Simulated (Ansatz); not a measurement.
**Geometry relaxation of Ni (part 2 of 2)**

The same run, continued: Ni (I4/mmm, 1 atom in the cell); DFT PBEsol, scalar-relativistic, plane waves, PAW, spin-polarised (Ansatz 0.2.0); cutoff 420 eV, 22×22×22 k-mesh, Gaussian smearing of 0.1 eV, collinear spins. The structure was made by swapping elements on the sites of another compound; it need not be a known phase. It belongs to a series of runs on one base structure; here: Cu -> Ni on all its sites, cell and atoms relaxed.

Geometry of the input (Å; fractional positions):
```
-1.4489  1.4489  1.2506
1.4489  -1.4489  1.2506
1.4489  1.4489  -1.2506
Ni 0.0000  0.0000  0.0000
```

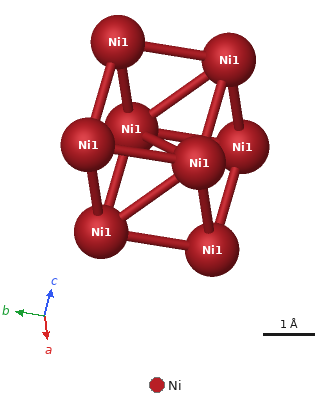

Figure 1. The geometry at step 1 of the log (ball-and-stick view of the cell of the calculation, seen at an oblique angle; atoms are numbered from 1 in the order of the input).

**Log, continued**
```
SCF iter   1: F=—  HF=-5804.889855 eV  |F-HF|=—  |Δ(HF+E_count)|=         —  Δρ=1.35e-4 (↑1.35e-4 ↓1.17e-4)  dr2=3.90e-6  dr2_m=2.06e-8  M=0.583 μB ∫|m|=0.652 μB  β_m=0.65  ethr=2.23e-8  ⟨swp⟩=2.3  Hψ=138874  notcnv=0
preconditioner: auto → none  [metal: Δε(μ)=0.003 eV  Ē_g=17.271 eV  σ=0.100 eV  W_gap=0.02  n_scr=0 (ndim 8)  ℏωp=36.2 eV  f_vac=0.000  D(μ)=1.25/eV (n_scr^D=16)]
SCF iter   2: F=—  HF=-5804.889857 eV  |F-HF|=—  |Δ(HF+E_count)|=   2.22e-6  Δρ=2.35e-4 (↑2.01e-4 ↓2.35e-4)  dr2=1.04e-5  dr2_m=3.43e-8  M=0.583 μB ∫|m|=0.651 μB  β_m=0.30  ethr=2.17e-8  ⟨swp⟩=2.1  Hψ=36862  notcnv=0
SCF iter   3: F=—  HF=-5804.889854 eV  |F-HF|=—  |Δ(HF+E_count)|=   3.31e-6  Δρ=1.74e-5 (↑1.57e-5 ↓1.74e-5)  dr2=6.85e-9  dr2_m=2.12e-8  M=0.583 μB ∫|m|=0.651 μB  β_m=0.53  ethr=2.17e-8  ⟨swp⟩=2.2  Hψ=33465  notcnv=0
SCF iter   4: F=—  HF=-5804.889854 eV  |F-HF|=—  |Δ(HF+E_count)|=   4.13e-7  Δρ=2.71e-5 (↑4.54e-6 ↓2.71e-5)  dr2=4.80e-8  dr2_m=1.79e-8  M=0.583 μB ∫|m|=0.651 μB  β_m=0.53  ethr=3.80e-11  ⟨swp⟩=2.1  Hψ=39000  notcnv=0
SCF iter   5: F=-5804.889854 eV  HF=-5804.889854 eV  |F-HF|=2.46e-8  |Δ(HF+E_count)|=   2.64e-7  Δρ=1.54e-5 (↑9.56e-6 ↓1.54e-5)  dr2=3.91e-8  dr2_m=1.15e-9  M=0.582 μB ∫|m|=0.651 μB  ethr=3.80e-11  ⟨swp⟩=5.2  Hψ=131027  notcnv=0
SCF 2 converged in 5 iterations: F = -5804.889854 eV  dr2 = 3.91e-8
relax step   2: F+E_penalty+E_count = -5804.88985438 eV  Δ(F+E_penalty+E_count) = -1.143e-5 eV  max|allowed force component| = 0.000e0 eV/Å  Δτ_max = 0.0000 Å  P = -0.153 GPa  Ω = 10.495 Å³  energy of the carried Pulay correction = +2.352e-6 eV  (5 SCF iters, dr2 threshold 1.00e-7 eV, accepted)
Crystal: 1 atoms, lattice volume = 10.487 Å³
iter 1 solved again at ethr=2.76e-8 eV; its pass at ethr=3.10e-3 eV (dr2=4.96e-6 eV) is discarded
SCF iter   1: F=—  HF=-5804.889861 eV  |F-HF|=—  |Δ(HF+E_count)|=         —  Δρ=1.51e-4 (↑1.51e-4 ↓1.29e-4)  dr2=4.84e-6  dr2_m=2.48e-8  M=0.582 μB ∫|m|=0.651 μB  β_m=0.65  ethr=2.76e-8  ⟨swp⟩=2.3  Hψ=138914  notcnv=0
preconditioner: auto → none  [metal: Δε(μ)=0.003 eV  Ē_g=17.279 eV  σ=0.100 eV  W_gap=0.02  n_scr=0 (ndim 8)  ℏωp=36.3 eV  f_vac=0.000  D(μ)=1.25/eV (n_scr^D=16)]
SCF iter   2: F=—  HF=-5804.889864 eV  |F-HF|=—  |Δ(HF+E_count)|=   2.55e-6  Δρ=2.56e-4 (↑2.20e-4 ↓2.56e-4)  dr2=1.23e-5  dr2_m=3.97e-8  M=0.582 μB ∫|m|=0.651 μB  β_m=0.30  ethr=2.69e-8  ⟨swp⟩=2.1  Hψ=36829  notcnv=0
SCF iter   3: F=—  HF=-5804.889860 eV  |F-HF|=—  |Δ(HF+E_count)|=   3.96e-6  Δρ=1.89e-5 (↑1.89e-5 ↓1.72e-5)  dr2=1.23e-8  dr2_m=2.48e-8  M=0.582 μB ∫|m|=0.651 μB  β_m=0.52  ethr=2.69e-8  ⟨swp⟩=2.2  Hψ=33157  notcnv=0
SCF iter   4: F=—  HF=-5804.889860 eV  |F-HF|=—  |Δ(HF+E_count)|=   3.98e-7  Δρ=2.73e-5 (↑4.56e-6 ↓2.73e-5)  dr2=4.67e-8  dr2_m=1.91e-8  M=0.582 μB ∫|m|=0.651 μB  β_m=0.76  ethr=6.83e-11  ⟨swp⟩=2.0  Hψ=38699  notcnv=0
SCF iter   5: F=-5804.889860 eV  HF=-5804.889860 eV  |F-HF|=7.65e-9  |Δ(HF+E_count)|=   2.62e-7  Δρ=9.04e-6 (↑3.30e-6 ↓9.04e-6)  dr2=6.01e-9  dr2_m=1.06e-9  M=0.582 μB ∫|m|=0.651 μB  ethr=6.83e-11  ⟨swp⟩=5.1  Hψ=128178  notcnv=0
SCF 3 converged in 5 iterations: F = -5804.889860 eV  dr2 = 6.01e-9
relax step   3: F+E_penalty+E_count = -5804.88986033 eV  Δ(F+E_penalty+E_count) = -5.952e-6 eV  max|allowed force component| = 0.000e0 eV/Å  Δτ_max = 0.0000 Å  P = +0.005 GPa  Ω = 10.487 Å³  energy of the carried Pulay correction = +4.956e-6 eV  (5 SCF iters, dr2 threshold 6.19e-8 eV, accepted)
Initial wavefunctions: pseudopotential atomic-orbital guess (no wavefunctions were taken with the density)
iter 1 solved again at ethr=1.13e-7 eV; its pass at ethr=3.10e-3 eV (dr2=2.03e-5 eV) is discarded
SCF iter   1: F=—  HF=-5804.889856 eV  |F-HF|=—  |Δ(HF+E_count)|=         —  Δρ=4.45e-6 (↑2.59e-6 ↓4.45e-6)  dr2=4.83e-10  dr2_m=5.07e-10  M=0.582 μB ∫|m|=0.651 μB  β_m=0.65  ethr=1.13e-7  ⟨swp⟩=2.7  Hψ=175733  notcnv=0
eigensolver tolerance schedule: the retry pair's looser diagonalisation over-reported the residual by 42120.35 of it (diagonalisation noise at an unbounded share of the residual, at the tolerance the schedule requests for it); recorded, not acted on — ethr = c·dr2/N_el stays at c = 1.0e-1
preconditioner: auto → none  [metal: Δε(μ)=0.003 eV  Ē_g=17.281 eV  σ=0.100 eV  W_gap=0.01  n_scr=0 (ndim 8)  ℏωp=36.3 eV  f_vac=0.000  D(μ)=1.25/eV (n_scr^D=16)]
SCF iter   2: F=—  HF=-5804.889855 eV  |F-HF|=—  |Δ(HF+E_count)|=   4.56e-7  Δρ=4.09e-6 (↑4.09e-6 ↓2.09e-6)  dr2=2.09e-9  dr2_m=1.62e-10  M=0.582 μB ∫|m|=0.651 μB  β_m=0.50  ethr=2.68e-12  ⟨swp⟩=3.2  Hψ=52041  notcnv=0
SCF iter   3: F=—  HF=-5804.889855 eV  |F-HF|=—  |Δ(HF+E_count)|=  1.73e-11  Δρ=3.73e-6 (↑1.79e-6 ↓3.73e-6)  dr2=1.44e-9  dr2_m=1.14e-10  M=0.582 μB ∫|m|=0.651 μB  β_m=0.41  ethr=2.68e-12  ⟨swp⟩=2.0  Hψ=38673  notcnv=0
SCF iter   4: F=—  HF=-5804.889855 eV  |F-HF|=—  |Δ(HF+E_count)|=  2.82e-11  Δρ=1.06e-6 (↑4.57e-7 ↓1.06e-6)  dr2=3.54e-11  dr2_m=5.18e-11  M=0.582 μB ∫|m|=0.651 μB  β_m=0.71  ethr=2.68e-12  ⟨swp⟩=2.0  Hψ=37030  notcnv=0
SCF iter   5: F=—  HF=-5804.889855 eV  |F-HF|=—  |Δ(HF+E_count)|=  5.76e-10  Δρ=1.10e-6 (↑8.60e-7 ↓1.10e-6)  dr2=1.64e-10  dr2_m=1.80e-12  M=0.582 μB ∫|m|=0.651 μB  β_m=0.71  ethr=1.00e-12  ⟨swp⟩=1.7  Hψ=27362  notcnv=0
SCF iter   6: F=—  HF=-5804.889855 eV  |F-HF|=—  |Δ(HF+E_count)|=  1.06e-10  Δρ=2.17e-7 (↑1.54e-7 ↓2.17e-7)  dr2=1.98e-12  dr2_m=1.22e-12  M=0.582 μB ∫|m|=0.651 μB  β_m=0.85  ethr=1.00e-12  ⟨swp⟩=2.2  Hψ=32520  notcnv=0
SCF iter   7: F=-5804.889855 eV  HF=-5804.889855 eV  |F-HF|=9.09e-13  |Δ(HF+E_count)|=  2.46e-11  Δρ=6.56e-8 (↑2.05e-8 ↓6.56e-8)  dr2=3.09e-13  dr2_m=5.37e-14  M=0.582 μB ∫|m|=0.651 μB  ethr=1.00e-12  ⟨swp⟩=3.9  Hψ=89636  notcnv=0
SCF 4 converged in 7 iterations: F = -5804.889855 eV  dr2 = 3.09e-13
relax step   4: F+E_penalty+E_count = -5804.88985528 eV  Δ(F+E_penalty+E_count) = +5.055e-6 eV  max|allowed force component| = 0.000e0 eV/Å  Δτ_max = 0.0000 Å  P = +0.005 GPa  Ω = 10.487 Å³  stress off target by 5.94e-3 GPa  SCF on the basis re-selected at this cell (its energy is not comparable with the rows above)  (7 SCF iters)
basis re-selected at this cell: Δ(F+E_penalty+E_count) = +5.055e-6 eV, ΔP = -0.000 GPa vs the last step (what re-selecting the basis moved, of the pressure what is left beyond the Pulay correction that the steps carried, after the strain that the cell walked since its last selection, with what the two solves' SCF thresholds leave and, on support functions, any second-order correction that the steps lacked; it is no measure of the basis error at this ecutwfc). This SCF's stress stands 5.94e-3 GPa from its target on what of the cell is left free (relax.cell.stress_tol is 1.00e-1 GPa) and its largest allowed force component is 0.00e0 eV/Å (relax.f_tol is 1.00e-2 eV/Å): within both
SCF converged after 7 iterations
Magnetization: 0.5821 μB (9.2910 up, 8.7090 down)
Absolute magnetization: 0.6516 μB (∫|ρ↑−ρ↓|, with the PAW one-centre terms)
Spin contamination: 0.0056 ħ² per cell (⟨S²⟩ above its minimum at these occupations)
Per-site moments (μB) at R_I (Å): [(0.613574697768332, 0.9897763338772413)]
Free energy (F): -5804.889855 eV
Harris-Foulkes:  -5804.889855 eV  (|F-HF|=9.09e-13)
Internal energy: -5804.883620 eV  (E = F + TS)
E sigma→0 (E₀):  -5804.886738 eV
Entropy (-TS):   -0.006235 eV (-6.235 meV/atom)
Fermi energy:    18.746288 eV
--- Per-component energies (eV) ---
  E_band       = -271.572446
  E_kinetic    = 283.310927
  E_local      = -3380.172687  (includes V_loc(G=0)·N_el)
  E_nonlocal   = 636.525687
  E_hartree    = 1410.712232
  E_xc         = -84.765542
  E_vxc        = -109.711437  (∫ρ·V_xc dr)
  E_paw        = -1594.704763  (= ΣΔE_a)
  E_vpaw       = -522.949909  (= ΣTr[D̂ρ^β])
  E_aug_tail   = 0.000550  (compensation charges beyond the density's cutoff)
  E_ewald      = -3075.987312
  E_core_change = 0.197289  (= ΣΔE_core)
  E_smearing   = -0.006235  (= −TS)
  E_closure    = 0.000000  (closes the sum)
  Σ components = -5804.889855   (vs F -5804.889855, Δ=0.00e0)
--- Forces (eV/Å), atoms counted from 1 ---
  atom   1  Ni     0.00000000     0.00000000     0.00000000
  max |Σ_I F_I| component: 9.86e-32 eV/Å
--- Stress (GPa, compression-positive) ---
        0.004972      -0.000000      -0.000000
       -0.000000       0.004972      -0.000000
       -0.000000      -0.000000       0.005944
  P = ⅓ Tr σ = 0.0053 GPa (0.053 kbar)
--- Band table (eV; the first three rows and the last of 1668) ---
  k-point 0 ↑: bands = ["-84.4978", "-45.0117", "-44.8100", "-44.8100", "9.4233", "15.8038", "16.6384", "16.6384", "17.0109", "18.2064", "43.5220", "43.5220", "48.1857", "48.4738"]
  k-point 1 ↑: bands = ["-84.4971", "-45.0130", "-44.8153", "-44.8097", "9.5031", "15.8104", "16.6253", "16.6733", "16.9911", "18.1975", "42.5722", "43.5818", "48.0579", "48.4135"]
  k-point 2 ↑: bands = ["-84.4947", "-45.0169", "-44.8308", "-44.8089", "9.7401", "15.8277", "16.5871", "16.7761", "16.9380", "18.1718", "40.6028", "43.7312", "47.7351", "48.1853"]
  k-point 833 ↓: bands = ["-83.6612", "-44.3493", "-44.3048", "-44.3048", "14.5080", "14.6722", "19.0966", "19.0966", "19.4251", "26.7090", "26.7090", "33.0462", "33.2837", "34.7120"]
--- Relaxed structure (3 steps of the walk, 3 accepted, 1 SCFs on fresh bases) ---
  F+E_penalty+E_count = -5804.88985528 eV   max|allowed force component| = 0.000e0 eV/Å   (the final SCF, on the basis selected at the relaxed cell)
  cell:  # Å, volume = 10.4874 Å³
    - [-1.4482294953635997, 1.4482294953635997, 1.250064114829211]
    - [1.4482294953635997, -1.4482294953635997, 1.250064114829211]
    - [1.4482294953635997, 1.4482294953635997, -1.250064114829211]
  atoms:
    - { symbol: Ni, position: [0.0, 0.0, 0.0] }
--- Löwdin populations: 1 site ---
  site symbol       q [e]    m [muB]
     0     Ni     17.7763     0.6070
  spilling = 0.012429 (of n_electrons = 18.000000)
```

**File populations.tsv**
```
# site	symbol	l	j	q_up	q_dn
# orbitals = lowdin
# n_electrons = 18.000000
# spilling = 0.012429
0	Ni	0_3S	-	0.997745	0.997806
0	Ni	0_4S	-	0.466907	0.476622
0	Ni	1_3P	-	2.998891	2.998814
0	Ni	2_3D	-	4.728113	4.111374
```

**Trajectory as extended XYZ (Å, eV, eV/Å), 4 frames, from step=1 to step=4**
```
1
Lattice="-1.4489 1.4489 1.2506 1.4489 -1.4489 1.2506 1.4489 1.4489 -1.2506" Properties=species:S:1:pos:R:3:forces:R:3 step=1 energy=-5804.88984 pressure_GPa=-0.29
Ni    0.0000    0.0000    0.0000    0.0000   0.0000   0.0000
1
Lattice="-1.4486 1.4486 1.2503 1.4486 -1.4486 1.2503 1.4486 1.4486 -1.2503" Properties=species:S:1:pos:R:3:forces:R:3 step=2 energy=-5804.88985 pressure_GPa=-0.15
Ni    0.0000    0.0000    0.0000    0.0000   0.0000   0.0000
1
Lattice="-1.4482 1.4482 1.2501 1.4482 -1.4482 1.2501 1.4482 1.4482 -1.2501" Properties=species:S:1:pos:R:3:forces:R:3 step=3 energy=-5804.88986 pressure_GPa=0.01
Ni    0.0000    0.0000    0.0000    0.0000   0.0000   0.0000
1
Lattice="-1.4482 1.4482 1.2501 1.4482 -1.4482 1.2501 1.4482 1.4482 -1.2501" Properties=species:S:1:pos:R:3:forces:R:3 step=4 energy=-5804.88986 pressure_GPa=0.01
Ni    0.0000    0.0000    0.0000    0.0000   0.0000   0.0000
```

**Results in brief**

- outcome: converged
- space group (tolerance 0.01 Å): I4/mmm (139)
- electrons treated: 18
- free energy: −5804.8899 eV
- Fermi energy: 18.746 eV
- gap on the k-point mesh: none (metallic)
- net moment of the cell: 0.58 μB
- integrated absolute moment: 0.65 μB
- pressure: 0.01 GPa
- final volume: 10.49 Å³
- largest force (length of the vector) at the end: under 0.001 eV/Å
- final cell: a = 2.399 Å, b = 2.399 Å, c = 2.399 Å, α = 105.75°, β = 105.75°, γ = 117.20°
- hardware: 1 thread of Intel Xeon (Granite Rapids), 32 GiB of memory available, shared host
- wall time: 48 s
- peak memory: 0.59 GiB
